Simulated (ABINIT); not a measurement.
## Geometry relaxation of Mg (part 4 of 4)

The same run, continued: Mg (P6₃/mmc, 4 atoms in the cell); Kohn-Sham DFT of a periodic cell, LDA, HGH LDA, no spin polarisation (ABINIT 10.8.3); cutoff 435.38 eV, 10×10×3 k-mesh, fermi-dirac of 0.05 eV. The structure derives from a Materials Project entry.

Geometry of the input (Å; fractional positions):
```
3.1768  0.0000  0.0000
-1.5884  2.7512  0.0000
0.0000  0.0000  10.3189
Mg 0.6667  0.3333  0.7500
Mg 0.0000  0.0000  0.5000
Mg 0.3333  0.6667  0.2500
Mg 0.0000  0.0000  0.0000
```

**Output, continued**
```
 Cartesian coordinates (xcart) [bohr]
  2.94976750649231E+00  1.70304906506969E+00  1.45801423522270E+01
  1.03227881951943E-09  1.74844522565017E-09  9.72009490368365E+00
  9.99522230566838E-10  3.40609812839094E+00  4.86004745514028E+00
  1.03227881951943E-09  1.74844522565017E-09  6.59690955563435E-09
 Reduced coordinates (xred)
  6.66666667012752E-01  3.33333333675552E-01  7.50000000339344E-01
  3.46085604618906E-10  3.42218605305552E-10  5.00000000339344E-01
  3.33333333679419E-01  6.66666667008885E-01  2.50000000339344E-01
  3.46085604618906E-10  3.42218605305552E-10  3.39343886324173E-10
 Cartesian forces (fcart) [Ha/bohr]; max,rms= 1.15287E-29 4.14474E-30 (free atoms)
 -0.00000000000000E+00  1.15286587108327E-29 -0.00000000000000E+00
 -0.00000000000000E+00 -1.64695124440468E-30 -0.00000000000000E+00
 -0.00000000000000E+00 -8.23475622202339E-30 -0.00000000000000E+00
 -0.00000000000000E+00 -1.64695124440468E-30 -0.00000000000000E+00
 Gradient of E wrt nuclear positions in reduced coordinates (gred)
 -0.00000000000000E+00 -5.89016142565022E-29 -0.00000000000000E+00
  0.00000000000000E+00  8.41451632235746E-30  0.00000000000000E+00
  0.00000000000000E+00  4.20725816117873E-29  0.00000000000000E+00
  0.00000000000000E+00  8.41451632235746E-30  0.00000000000000E+00
 Scale of Primitive Cell (acell) [bohr]
  5.89953501095283E+00  5.89953501094526E+00  1.94401897941735E+01
 Real space primitive translations (rprimd) [bohr]
  5.89953501095283E+00  0.00000000000000E+00  0.00000000000000E+00
 -2.94976750552555E+00  5.10914718996375E+00  0.00000000000000E+00
  0.00000000000000E+00  0.00000000000000E+00  1.94401897941735E+01
 Unitary Cell Volume (ucvol) [Bohr^3]=  5.85958283239677E+02
 Angles (23,13,12)= [degrees]
  9.00000000000000E+01  9.00000000000000E+01  1.20000000000593E+02
 Lengths [Bohr]
  5.89953501095283E+00  5.89953501094526E+00  1.94401897941735E+01
 Stress tensor in cartesian coordinates (strten) [Ha/bohr^3]
  1.20638159269818E-05 -6.29609155753245E-15  0.00000000000000E+00
 -6.29609155753245E-15  1.20638159174718E-05  0.00000000000000E+00
  0.00000000000000E+00  0.00000000000000E+00  6.94220563898394E-06
 Total energy (etotal) [Ha]= -3.59424079402330E+00

 Difference of energy with previous step (new-old):
           Absolute (Ha)=-6.93369E-06
           Relative     =-1.92911E-06

--- Iteration: ( 9/60) Internal Cycle: (1/1)
--------------------------------------------------------------------------------

---SELF-CONSISTENT-FIELD CONVERGENCE--------------------------------------------

--- !BeginCycle
iteration_state: {dtset: 1, itime: 9, icycle: 1, }
solver: {iscf: 7, nstep: 100, nline: 4, wfoptalg: 0, }
tolerances: {tolvrs: 1.00E-10, }
...

     iter   Etot(hartree)      deltaE(h)  residm     vres2
 ETOT  1  -3.5942674792652    -3.594E+00 1.096E-02 1.278E-04
 ETOT  2  -3.5942675002589    -2.099E-08 9.711E-05 7.448E-06
 ETOT  3  -3.5942675017848    -1.526E-09 3.114E-05 1.547E-07
 ETOT  4  -3.5942675018111    -2.626E-11 1.361E-05 1.006E-09
 ETOT  5  -3.5942675018112    -1.856E-13 8.606E-06 8.977E-12

 At SCF step    5       vres2   =  8.98E-12 < tolvrs=  1.00E-10 =>converged.

 Cartesian components of stress tensor (hartree/bohr^3)
  sigma(1 1)= -1.97205890E-07  sigma(3 2)=  0.00000000E+00
  sigma(2 2)= -1.97205899E-07  sigma(3 1)=  0.00000000E+00
  sigma(3 3)=  3.61629908E-07  sigma(2 1)= -6.52020471E-15

--- !ResultsGS
iteration_state: {dtset: 1, itime: 9, icycle: 1, }
comment   : Summary of ground state results
lattice_vectors:
- [  5.8795891,   0.0000000,   0.0000000, ]
- [ -2.9397945,   5.0918735,   0.0000000, ]
- [  0.0000000,   0.0000000,  19.4122072, ]
lattice_lengths: [   5.87959,    5.87959,   19.41221, ]
lattice_angles: [ 90.000,  90.000, 120.000, ] # degrees, (23, 13, 12)
lattice_volume:   5.8116507E+02
convergence: {deltae: -1.856E-13, res2:  8.977E-12, residm:  8.606E-06, diffor: null, }
etotal    :  -3.59426750E+00
entropy   :   0.00000000E+00
fermie    :   1.94217050E-01
cartesian_stress_tensor: # hartree/bohr^3
- [ -1.97205890E-07,  -6.52020471E-15,   0.00000000E+00, ]
- [ -6.52020471E-15,  -1.97205899E-07,   0.00000000E+00, ]
- [  0.00000000E+00,   0.00000000E+00,   3.61629908E-07, ]
pressure_GPa:   3.2149E-04
xred      :
- [  6.6667E-01,   3.3333E-01,   7.5000E-01, Mg]
- [  3.4609E-10,   3.4222E-10,   5.0000E-01, Mg]
- [  3.3333E-01,   6.6667E-01,   2.5000E-01, Mg]
- [  3.4609E-10,   3.4222E-10,   3.3934E-10, Mg]
cartesian_forces: # hartree/bohr
- [ -1.43114020E-30,  -2.47880754E-30,  -0.00000000E+00, ]
- [ -0.00000000E+00,  -0.00000000E+00,  -0.00000000E+00, ]
- [  1.43114020E-30,   2.47880754E-30,  -0.00000000E+00, ]
- [ -0.00000000E+00,  -0.00000000E+00,  -0.00000000E+00, ]
force_length_stats: {min:   0.00000000E+00, max:   2.86228040E-30, mean:   1.43114020E-30, }
...

 Integrated electronic density in atomic spheres:
 ------------------------------------------------
 Atom  Sphere_radius  Integrated_density
    1        2.00000          0.36311731
    2        2.00000          0.36227352
    3        2.00000          0.36311731
    4        2.00000          0.36227352

---OUTPUT-----------------------------------------------------------------------

 Cartesian coordinates (xcart) [bohr]
  2.93979454721902E+00  1.69729117434476E+00  1.45591554383272E+01
  1.02878875645409E-09  1.74253385365607E-09  9.70610362774729E+00
  9.96143377383606E-10  3.39458234694698E+00  4.85305181716735E+00
  1.02878875645409E-09  1.74253385365607E-09  6.58741384773903E-09
 Reduced coordinates (xred)
  6.66666667012752E-01  3.33333333675552E-01  7.50000000339344E-01
  3.46085604618906E-10  3.42218605305552E-10  5.00000000339344E-01
  3.33333333679419E-01  6.66666667008885E-01  2.50000000339344E-01
  3.46085604618906E-10  3.42218605305552E-10  3.39343886324173E-10
 Cartesian forces (fcart) [Ha/bohr]; max,rms= 2.47881E-30 1.16852E-30 (free atoms)
 -1.43114020216402E-30 -2.47880754293424E-30 -0.00000000000000E+00
 -0.00000000000000E+00 -0.00000000000000E+00 -0.00000000000000E+00
  1.43114020216402E-30  2.47880754293424E-30 -0.00000000000000E+00
 -0.00000000000000E+00 -0.00000000000000E+00 -0.00000000000000E+00
 Gradient of E wrt nuclear positions in reduced coordinates (gred)
  8.41451632235746E-30  8.41451632235746E-30  0.00000000000000E+00
  0.00000000000000E+00 -0.00000000000000E+00  0.00000000000000E+00
 -8.41451632235746E-30 -8.41451632235746E-30 -0.00000000000000E+00
  0.00000000000000E+00 -0.00000000000000E+00  0.00000000000000E+00
 Scale of Primitive Cell (acell) [bohr]
  5.87958909241311E+00  5.87958909240557E+00  1.94122072423197E+01
 Real space primitive translations (rprimd) [bohr]
  5.87958909241311E+00  0.00000000000000E+00  0.00000000000000E+00
 -2.93979454625553E+00  5.09187351780666E+00  0.00000000000000E+00
  0.00000000000000E+00  0.00000000000000E+00  1.94122072423197E+01
 Unitary Cell Volume (ucvol) [Bohr^3]=  5.81165067441927E+02
 Angles (23,13,12)= [degrees]
  9.00000000000000E+01  9.00000000000000E+01  1.20000000000593E+02
 Lengths [Bohr]
  5.87958909241311E+00  5.87958909240557E+00  1.94122072423197E+01
 Stress tensor in cartesian coordinates (strten) [Ha/bohr^3]
 -1.97205889589732E-07 -6.52020470766058E-15  0.00000000000000E+00
 -6.52020470766058E-15 -1.97205899437865E-07  0.00000000000000E+00
  0.00000000000000E+00  0.00000000000000E+00  3.61629907972725E-07
 Total energy (etotal) [Ha]= -3.59426750181124E+00

 Difference of energy with previous step (new-old):
           Absolute (Ha)=-2.67078E-05
           Relative     =-7.43069E-06

 At Broyd/MD step   9, gradients are converged :
  max grad (force/stress) = 3.6163E-05 < tolmxf= 5.0000E-05 ha/bohr (free atoms)

================================================================================

 ----iterations are completed or convergence reached----

 Mean square residual over all n,k,spin=   38.426E-09; max=  86.063E-07
 reduced coordinates (array xred) for    4 atoms
       0.666666667013      0.333333333676      0.750000000339
       0.000000000346      0.000000000342      0.500000000339
       0.333333333679      0.666666667009      0.250000000339
       0.000000000346      0.000000000342      0.000000000339
 rms dE/dt=  4.8581E-30; max dE/dt=  8.4145E-30; dE/dt below (all hartree)
    1       0.000000000000      0.000000000000      0.000000000000
    2       0.000000000000      0.000000000000      0.000000000000
    3      -0.000000000000     -0.000000000000      0.000000000000
    4       0.000000000000      0.000000000000      0.000000000000

 cartesian coordinates (angstrom) at end:
    1      1.55567227806982     0.89816780912071     7.70437326273050
    2      0.00000000054441     0.00000000092211     5.13624884298231
    3      0.00000000052714     1.79633561731931     2.56812442323411
    4      0.00000000054441     0.00000000092211     0.00000000348591

 cartesian forces (hartree/bohr) at end:
    1     -0.00000000000000    -0.00000000000000    -0.00000000000000
    2     -0.00000000000000    -0.00000000000000    -0.00000000000000
    3      0.00000000000000     0.00000000000000    -0.00000000000000
    4     -0.00000000000000    -0.00000000000000    -0.00000000000000
 frms,max,avg= 1.1685211E-30 2.4788075E-30   0.000E+00  0.000E+00  0.000E+00 h/b

 cartesian forces (eV/Angstrom) at end:
    1     -0.00000000000000    -0.00000000000000    -0.00000000000000
    2     -0.00000000000000    -0.00000000000000    -0.00000000000000
    3      0.00000000000000     0.00000000000000    -0.00000000000000
    4     -0.00000000000000    -0.00000000000000    -0.00000000000000
 frms,max,avg= 6.0087770E-29 1.2746541E-28   0.000E+00  0.000E+00  0.000E+00 e/A
 length scales=  5.879589092413  5.879589092406 19.412207242320 bohr
              =  3.111344555068  3.111344555064 10.272497678993 angstroms
 Fermi (or HOMO) energy (eV) =   5.28492   Average Vxc (eV)=  -7.61802
 Eigenvalues (   eV  ) for nkpt=  28  k points:
 kpt#   1, nband=  8, wtk=  0.00333, kpt=  0.0000  0.0000  0.0000 (reduced coord)
  -2.05819   -0.64031   -0.63917    3.30050    3.73035   10.12095   10.12805   16.73385
 prteigrs : prtvol=0 or 1, do not print more k-points.

--- !EnergyTerms
iteration_state     : {dtset: 1, itime: 9, icycle: 1, }
comment             : Components of total free energy in Hartree
kinetic             :  1.51292611742331E+00
hartree             :  1.05341371225726E-02
xc                  : -1.74901223206613E+00
Ewald energy        : -4.39509608190691E+00
psp_core            : -3.93897061723100E-01
local_psp           :  7.05333720864476E-01
non_local_psp       :  7.15544354068129E-01
internal            : -3.59366704621765E+00
'-kT*entropy'       : -6.00455593586513E-04
total_energy        : -3.59426750181124E+00
total_energy_eV     : -9.78050012631629E+01
band_energy         :  6.78309523171462E-01
...

 Cartesian components of stress tensor (hartree/bohr^3)
  sigma(1 1)= -1.97205890E-07  sigma(3 2)=  0.00000000E+00
  sigma(2 2)= -1.97205899E-07  sigma(3 1)=  0.00000000E+00
  sigma(3 3)=  3.61629908E-07  sigma(2 1)= -6.52020471E-15

-Cartesian components of stress tensor (GPa)         [Pressure=  3.2149E-04 GPa]
- sigma(1 1)= -5.80199758E-03  sigma(3 2)=  0.00000000E+00
- sigma(2 2)= -5.80199787E-03  sigma(3 1)=  0.00000000E+00
- sigma(3 3)=  1.06395192E-02  sigma(2 1)= -1.91831045E-10

== END DATASET(S) ==============================================================
================================================================================

 -outvars: echo values of variables after computation  --------
            acell      5.8795890924E+00  5.8795890924E+00  1.9412207242E+01 Bohr
           etotal     -3.5942675018E+00
            fcart     -1.4311402022E-30 -2.4788075429E-30 -0.0000000000E+00
                      -0.0000000000E+00 -0.0000000000E+00 -0.0000000000E+00
                       1.4311402022E-30  2.4788075429E-30 -0.0000000000E+00
                      -0.0000000000E+00 -0.0000000000E+00 -0.0000000000E+00
            rprim      1.0000000000E+00  0.0000000000E+00  0.0000000000E+00
                      -5.0000000001E-01  8.6602540378E-01  0.0000000000E+00
                       0.0000000000E+00  0.0000000000E+00  1.0000000000E+00
           strten     -1.9720588959E-07 -1.9720589944E-07  3.6162990797E-07
                       0.0000000000E+00  0.0000000000E+00 -6.5202047077E-15
           xangst      1.5556722781E+00  8.9816780912E-01  7.7043732627E+00
                       5.4441156438E-10  9.2210920396E-10  5.1362488430E+00
                       5.2713637375E-10  1.7963356173E+00  2.5681244232E+00
                       5.4441156438E-10  9.2210920396E-10  3.4859092846E-09
             xred      6.6666666701E-01  3.3333333368E-01  7.5000000034E-01
                       3.4608560462E-10  3.4221860531E-10  5.0000000034E-01
                       3.3333333368E-01  6.6666666701E-01  2.5000000034E-01
                       3.4608560462E-10  3.4221860531E-10  3.3934388632E-10
 Calculation completed.
```

**Trajectory as extended XYZ (Å, eV, eV/Å), 9 frames, from step=0 to step=8**
```
4
Lattice="3.1768 0.0000 0.0000 -1.5884 2.7512 0.0000 0.0000 0.0000 10.3189" Properties=species:S:1:pos:R:3:forces:R:3 step=0 energy=-97.78043
Mg    1.5884    0.9171    7.7391    0.0000   0.0000   0.0000
Mg    0.0000    0.0000    5.1594    0.0000   0.0000   0.0000
Mg    0.0000    1.8341    2.5797    0.0000   0.0000   0.0000
Mg    0.0000    0.0000    0.0000    0.0000   0.0000   0.0000
4
Lattice="3.1705 0.0000 0.0000 -1.5853 2.7458 0.0000 0.0000 0.0000 10.3094" Properties=species:S:1:pos:R:3:forces:R:3 step=1 energy=-97.78501
Mg    1.5853    0.9153    7.7320    0.0000   0.0000   0.0000
Mg    0.0000    0.0000    5.1547    0.0000   0.0000   0.0000
Mg    0.0000    1.8305    2.5773    0.0000   0.0000   0.0000
Mg    0.0000    0.0000    0.0000    0.0000   0.0000   0.0000
4
Lattice="2.8224 0.0000 0.0000 -1.4112 2.4443 0.0000 0.0000 0.0000 10.0676" Properties=species:S:1:pos:R:3:forces:R:3 step=2 energy=-97.17031
Mg    1.4112    0.8148    7.5507    0.0000   0.0000   0.0000
Mg    0.0000    0.0000    5.0338    0.0000   0.0000   0.0000
Mg    0.0000    1.6295    2.5169    0.0000   0.0000   0.0000
Mg    0.0000    0.0000    0.0000    0.0000   0.0000   0.0000
4
Lattice="3.1401 0.0000 0.0000 -1.5700 2.7194 0.0000 0.0000 0.0000 10.2687" Properties=species:S:1:pos:R:3:forces:R:3 step=3 energy=-97.80047
Mg    1.5700    0.9065    7.7015    0.0000   0.0000   0.0000
Mg    0.0000    0.0000    5.1344    0.0000   0.0000   0.0000
Mg    0.0000    1.8129    2.5672    0.0000   0.0000   0.0000
Mg    0.0000    0.0000    0.0000    0.0000   0.0000   0.0000
4
Lattice="3.1374 0.0000 0.0000 -1.5687 2.7170 0.0000 0.0000 0.0000 10.2720" Properties=species:S:1:pos:R:3:forces:R:3 step=4 energy=-97.80124
Mg    1.5687    0.9057    7.7040    0.0000   0.0000   0.0000
Mg    0.0000    0.0000    5.1360    0.0000   0.0000   0.0000
Mg    0.0000    1.8114    2.5680    0.0000   0.0000   0.0000
Mg    0.0000    0.0000    0.0000    0.0000   0.0000   0.0000
4
Lattice="2.9876 0.0000 0.0000 -1.4938 2.5873 0.0000 0.0000 0.0000 10.3767" Properties=species:S:1:pos:R:3:forces:R:3 step=5 energy=-97.71842
Mg    1.4938    0.8624    7.7825    0.0000   0.0000   0.0000
Mg    0.0000    0.0000    5.1883    0.0000   0.0000   0.0000
Mg    0.0000    1.7249    2.5942    0.0000   0.0000   0.0000
Mg    0.0000    0.0000    0.0000    0.0000   0.0000   0.0000
4
Lattice="3.1232 0.0000 0.0000 -1.5616 2.7048 0.0000 0.0000 0.0000 10.2885" Properties=species:S:1:pos:R:3:forces:R:3 step=6 energy=-97.80409
Mg    1.5616    0.9016    7.7164    0.0000   0.0000   0.0000
Mg    0.0000    0.0000    5.1443    0.0000   0.0000   0.0000
Mg    0.0000    1.8032    2.5721    0.0000   0.0000   0.0000
Mg    0.0000    0.0000    0.0000    0.0000   0.0000   0.0000
4
Lattice="3.1219 0.0000 0.0000 -1.5610 2.7036 0.0000 0.0000 0.0000 10.2873" Properties=species:S:1:pos:R:3:forces:R:3 step=7 energy=-97.80428
Mg    1.5610    0.9012    7.7155    0.0000   0.0000   0.0000
Mg    0.0000    0.0000    5.1437    0.0000   0.0000   0.0000
Mg    0.0000    1.8024    2.5718    0.0000   0.0000   0.0000
Mg    0.0000    0.0000    0.0000    0.0000   0.0000   0.0000
4
Lattice="3.1113 0.0000 0.0000 -1.5557 2.6945 0.0000 0.0000 0.0000 10.2725" Properties=species:S:1:pos:R:3:forces:R:3 step=8 energy=-97.80500
Mg    1.5557    0.8982    7.7044    0.0000   0.0000   0.0000
Mg    0.0000    0.0000    5.1362    0.0000   0.0000   0.0000
Mg    0.0000    1.7963    2.5681    0.0000   0.0000   0.0000
Mg    0.0000    0.0000    0.0000    0.0000   0.0000   0.0000
```

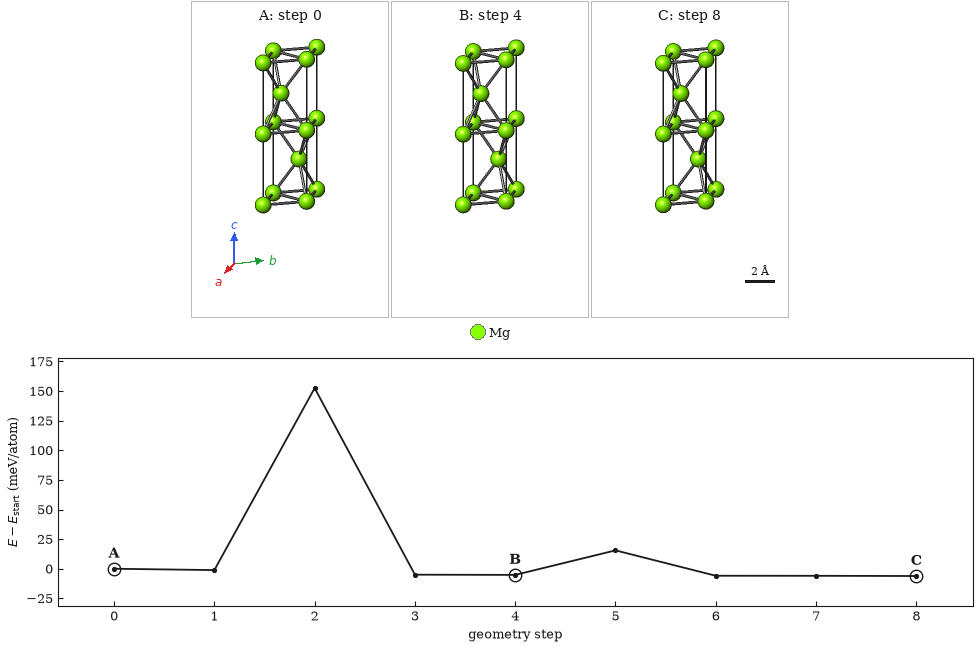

Fig. 1: Frames of the relaxation (ball-and-stick view of the cell of the calculation, seen slightly off an axis) above the curves, on which the letters mark them (steps are counted from 0).

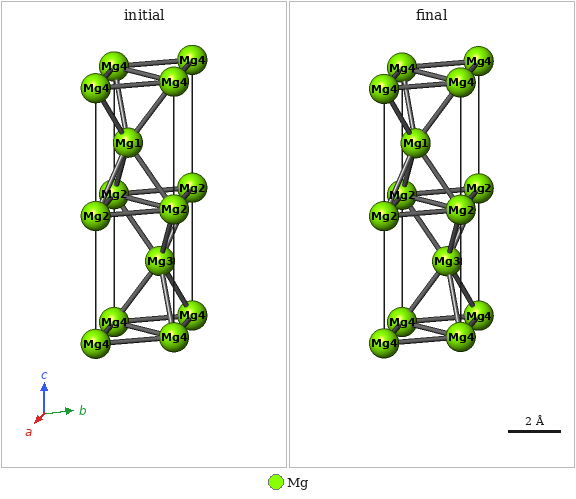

Fig. 2: Before (left) and after (right) the relaxation, at one scale (ball-and-stick view of the cell of the calculation, seen slightly off an axis). The atoms keep their places relative to the cell (all moves are under 0.005 Å). Cell: a = b 3.177 → 3.111 Å (−2.1 %), c 10.319 → 10.272 Å (−0.4 %). Volume −4.5 %. Distances before and after: Mg1–Mg1 3.177 → 3.111 Å, Mg1–Mg2 3.165 → 3.134 Å. The space group stays P6_3/mmc (No. 194). The energy falls by 6.1 meV per atom in 8 geometry steps. All forces vanish by symmetry, so only the cell relaxes. (Atoms are counted from 1 in the order of the input.)

**Results in brief**

- outcome: converged
- space group (tolerance 0.01 Å): P6₃/mmc (194)
- electrons treated: 8
- free energy: −97.8050 eV
- Fermi energy: 5.285 eV
- gap on the k-point mesh: none (metallic)
- pressure: 0.00 GPa
- final volume: 86.12 Å³
- largest force (length of the vector) at the end: under 0.001 eV/Å
- final cell: a = 3.111 Å, b = 3.111 Å, c = 10.272 Å, α = 90.00°, β = 90.00°, γ = 120.00°
- hardware: 1 thread of Arm Neoverse V1, 24 GiB of memory available, shared host
- wall time: 69 s
- peak memory: 0.12 GiB
